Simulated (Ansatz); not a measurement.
HfO$_{2}$: several calculations on one system

### Relaxation

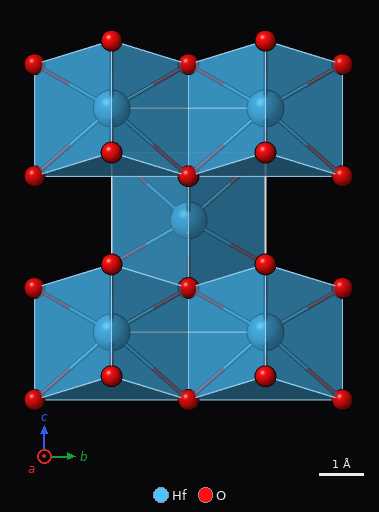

Starting structure of a crystal of HfO$_{2}$ (set up in P4_2/nmc) (coarse preliminary run). The picture is a polyhedral view of the cell of the calculation, seen along the a axis.

Method: DFT PBE, scalar-relativistic, plane waves, PAW (Ansatz).

Input file:
```yaml
crystal:
  lattice:
    - [3.55801933, 0.0, 0.0]
    - [0.0, 3.55801933, 0.0]
    - [0.0, 0.0, 5.17186121]
  atoms:
    - { symbol: Hf, position: [0.5, 0.5, 0.5] }
    - { symbol: Hf, position: [0.0, 0.0, 0.0] }
    - { symbol: O, position: [0.0, 0.5, 0.69720788] }
    - { symbol: O, position: [0.5, 0.0, 0.80279212] }
    - { symbol: O, position: [0.5, 0.0, 0.30279212] }
    - { symbol: O, position: [0.0, 0.5, 0.19720788] }
basis:
  ecutwfc: 420
kpoints:
  mp_grid: { grid: [6, 6, 4] }
hamiltonian:
  xc: pbe
scf:
  occupations: { method: gaussian, width: 0.1 }
output:
  forces: true
  stress: true
  eigenvalues: true
relax:
  adjacent_minimum: "off"
  f_tol: 0.05
  max_steps: 80
  cell: { stress_tol: 0.5 }
```

Command:
```bash
ansatz run input.yaml --threads 2 --pin off --max-ram 5120MiB --backend cpu --events-out ev --progress --plain --runs-dir out
```

Question: Predict the outcome.

Answer: The largest moves relative to the cell, 0.012 Å, are those of O3, O4, O5 and O6. O4 goes along +c. Hf stays in place. The volume changes by +4.1 %, with a = b 3.558 → 3.603 Å (+1.3 %), c 5.172 → 5.251 Å (+1.5 %). Near-neighbour distances that change, for instance: Hf1–O4 2.370 → 2.410 Å, Hf1–O3 2.051 → 2.072 Å. The space group stays P4_2/nmc (No. 137). Over 2 accepted moves (3 points after the start) the energy falls by 13.3 meV per atom. The largest force component goes from 0.14 to 0.026 eV/Å. The pressure goes from 10.01 to 0.23 GPa. At 1 point the geometry stayed and the basis and grid were re-selected for the new cell (energy shift of 2.6 meV per atom at most each time). Cost: 9.1 s on 2 threads of Arm Neoverse V2, on a shared host, peak memory 0.4 GiB.

The end point in the same view:

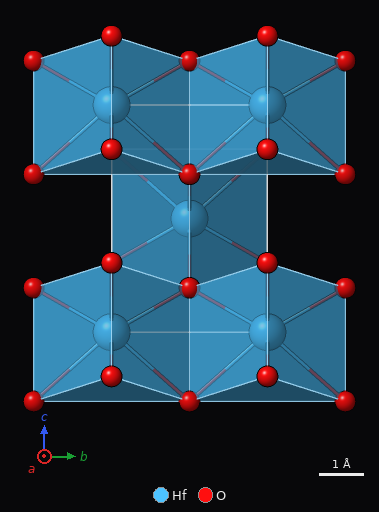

### Scan

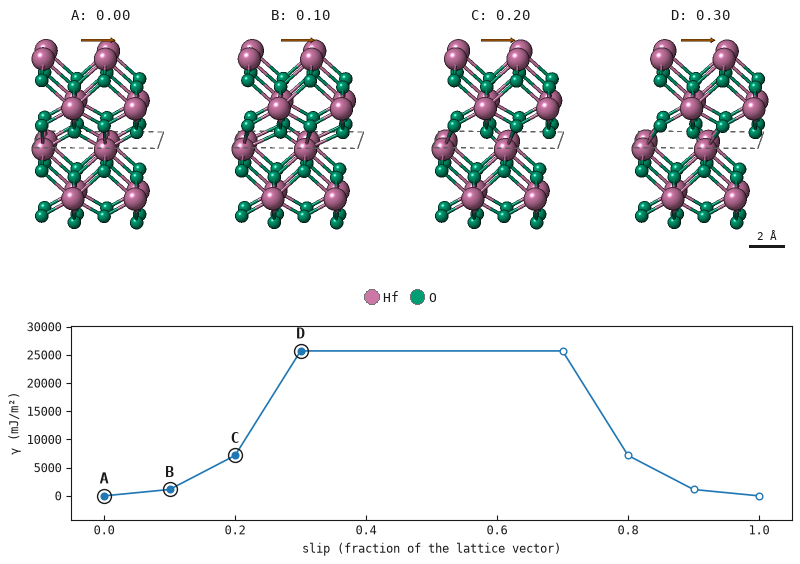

Energy scan for a crystal of HfO$_{2}$ (P4_2/nmc), in which the crystal above a cut along the (0 0 1) plane of the conventional cell (between a plane of Hf below and one of O above, 1.02 Å apart) is slid rigidly by fractions of an in-plane lattice vector 3.60 Å long (a generalised stacking fault). One cut stands in each cell, which starts 10.5 Å high; nothing is relaxed, and the dashed outline marks the cut, the arrow on top the direction of slip. The lettered frames are marked on the plot. Hollow markers are points alike by symmetry, not computed again. Style: ball-and-stick. Shown: the layers on both sides of the cut, from the side, nearly along the cut plane.

Level of theory: DFT PBE, scalar-relativistic, plane waves, PAW in Ansatz 0.2.0. (plane-wave cutoff 420 eV; k-point mesh 6 × 6 × 2; occupations gaussian; smearing width 0.05 eV; no spin polarisation). Energies (free energies at the smearing named) are counted from the relaxed crystal.

Read off the main features of the energy profile.

Answer. The curve starts and ends at zero, since a full lattice vector restores the crystal. Its highest computed point is 25711 mJ/m² at slip 0.30 and 0.70. The points are too sparse to place its extrema closely. Relaxation across the fault would lower the values.

### Scan

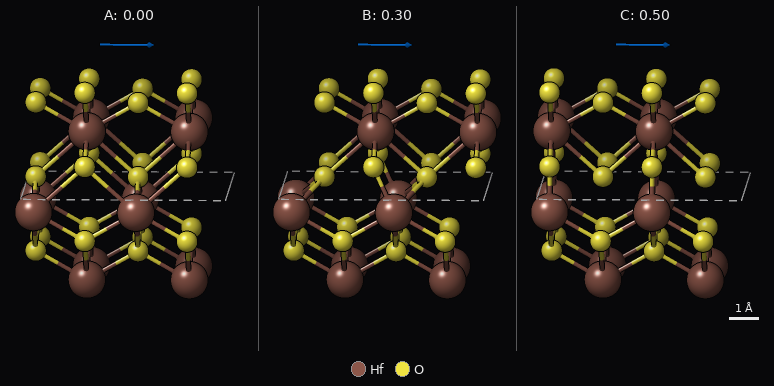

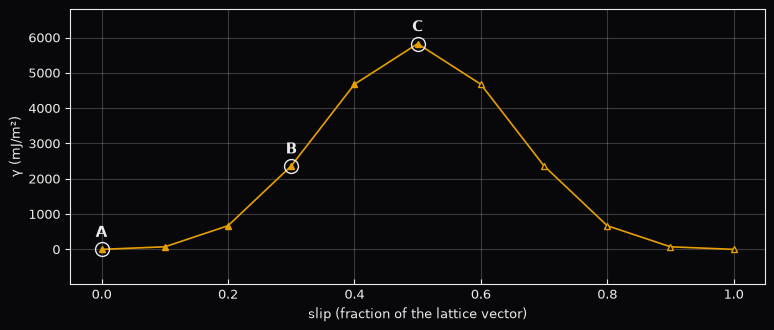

Energy scan for solid HfO₂ (P4_2/nmc), in which the crystal above a cut along the (0 0 1) plane of the conventional cell (between a plane of Hf below and one of O above, 1.02 Å apart) is slid rigidly by fractions of an in-plane lattice vector 3.60 Å long (a generalised stacking fault). One cut stands in each cell, which starts 10.5 Å high; nothing is relaxed, and the dashed outline marks the cut, the arrow on top the direction of slip. The lettered frames are marked on the plot. Hollow markers are points alike by symmetry, not computed again. A ball-and-stick model of the layers on both sides of the cut, seen from the side, nearly along the cut plane.

All numbers below come from DFT PBE, scalar-relativistic, plane waves, PAW (Ansatz 0.2.0). Settings: plane-wave cutoff 420 eV; k-point mesh 6 × 6 × 2; occupations gaussian; smearing width 0.05 eV; no spin polarisation. Energies (free energies at the smearing named) are counted from the relaxed crystal.

> Describe the profile.

The curve starts and ends at zero, since a full lattice vector restores the crystal. Its highest computed point is 5825 mJ/m² at slip 0.50, which the unstable stacking-fault energy of this rigid path equals or slightly exceeds. No local minimum shows among the points, so there is no metastable fault on this line. The path is symmetric about half-way. Relaxation across the fault would lower the values.

The computed points:

```tsv
slip (fraction of the lattice vector)	γ (mJ/m²)
0.00	0
0.10	73
0.20	670
0.30	2364
0.40	4676
0.50	5825
0.60	4676
0.70	2364
0.80	670
0.90	73
1.00	0
```

Points that are alike by symmetry were computed once.
